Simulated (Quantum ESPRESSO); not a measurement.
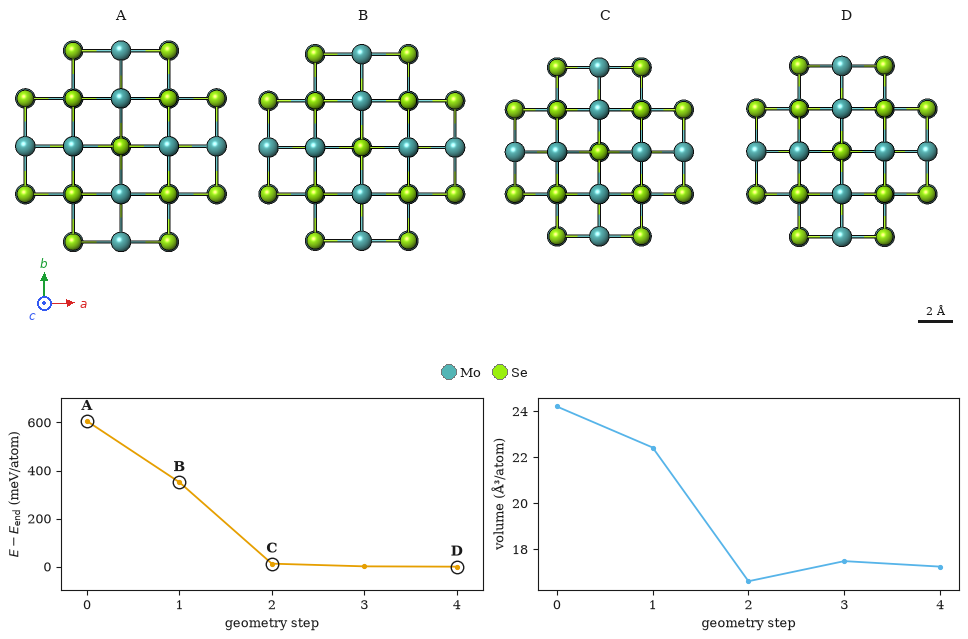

Frames of a relaxation of a crystal of MoSe (a generated structure, set up in Fm-3m), marked on the history of the run. The picture is a ball-and-stick view of the conventional cell (4 times the calculation's cell), seen along the c axis. Lengths and directions refer to the drawn axes.

The run lets cell and atoms move.

Method: Kohn-Sham DFT of a periodic cell, PBE with D3(BJ), GBRV 1.5 PBE (Quantum ESPRESSO).

Input
```python
import numpy as np
from ase.calculators.espresso import Espresso, EspressoProfile
from ase.io import read

atoms = read('MoSe.cif')

input_data = {
    'control': {'calculation': 'scf', 'prefix': 'pwscf', 'outdir': './tmp', 'tprnfor': True, 'tstress': True, 'disk_io': 'low'},
    'system': {'ecutwfc': 45.0, 'ecutrho': 360.0, 'nbnd': 16, 'occupations': 'smearing', 'smearing': 'mv', 'degauss': 0.00367493, 'vdw_corr': 'grimme-d3', 'dftd3_version': 4},
    'electrons': {'conv_thr': 4e-10, 'electron_maxstep': 120, 'mixing_beta': 0.5},
}
pseudopotentials = {'Mo': 'mo_pbe_v1.uspp.F.UPF', 'Se': 'se_pbe_v1.uspp.F.UPF'}
profile = EspressoProfile(command='pw.x', pseudo_dir='pseudo')
dft = Espresso(profile=profile, input_data=input_data, pseudopotentials=pseudopotentials, kpts=(8, 8, 8), koffset=(0, 0, 0))
atoms.calc = dft

from ase.optimize import LBFGS
from ase.filters import FrechetCellFilter
done = LBFGS(FrechetCellFilter(atoms), trajectory='opt.traj').run(fmax=0.02, steps=30)
print('converged', done)
print('cell (A)', np.round(atoms.cell.cellpar(), 5))
print(f'energy {atoms.get_potential_energy():.8f} eV')
print('forces (eV/A)')
print(np.round(atoms.get_forces(), 6))
print('stress (eV/A^3, Voigt)')
print(np.round(atoms.get_stress(), 8))
print(f'Fermi level {dft.get_fermi_level():.4f} eV')
```

Launched with:
```bash
OMP_NUM_THREADS=1 python run.py
```

Question: Describe the path.

Answer: The atoms keep their places relative to the cell (all moves are under 0.005 Å). The volume changes by −28.8 %, with a = b = c 5.786 → 5.168 Å (−10.7 %). Some distances before and after: Mo–Se 2.893 → 2.584 Å. The space group stays Fm-3m (No. 225). Over 4 geometry steps the energy falls by 606 meV per atom. All forces vanish by symmetry, so only the cell relaxes. The pressure goes from −23.63 to −0.11 GPa. Cost: 120 s on 1 thread of Intel(R) Xeon(R) Platinum 8488C (Sapphire Rapids) (shared host), peak memory 0.2 GiB. From step 0 to 1: volume −7.4 %, energy −255 meV per atom. From step 1 to 2: volume −25.9 %, energy −339 meV per atom. From step 2 to 4: volume +3.8 %, energy −12.5 meV per atom.

```tsv
step	E − E(0), meV/atom	pressure, GPa	volume, Å³/atom
0	0.00	-23.63	24.210
1	-254.51	-22.15	22.426
2	-593.42	6.17	16.614
3	-604.63	-2.15	17.488
4	-605.96	-0.11	17.249
```
